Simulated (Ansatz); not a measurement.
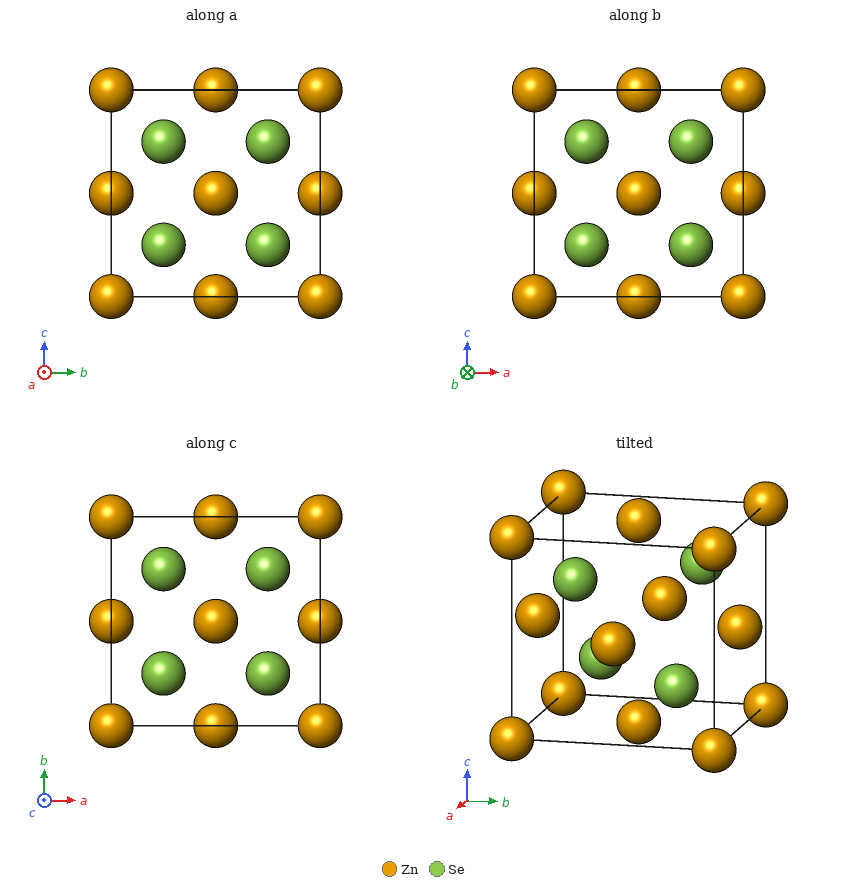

Spheres-only representation of a periodic structure, projected along the a axis, along the b axis, along the c axis and slightly off an axis. The edges of the drawn cell (a repeat of the simulation cell) are marked.

Lattice parameters: a = 5.665 Å, b = 5.665 Å, c = 5.605 Å, α = 90.00°, β = 90.00°, γ = 90.00°. Put a along x and b in the xy plane.

Write the structure as a POSCAR file.

```
Zn Se
1.0
     5.665    0.000    0.000
     0.000    5.665    0.000
     0.000    0.000    5.605
Zn Se
4 4
Direct
  0.0000 0.0000 0.0000
  0.5000 0.5000 0.0000
  0.5000 0.0000 0.5000
  0.0000 0.5000 0.5000
  0.2500 0.2500 0.2500
  0.7500 0.7500 0.2500
  0.7500 0.2500 0.7500
  0.2500 0.7500 0.7500
```

The model was built from a structure type filled with these elements by a generator (whether the compound takes this form wasn't checked). The cell was then strained or its atoms displaced on purpose. It went into a calculation with Ansatz.
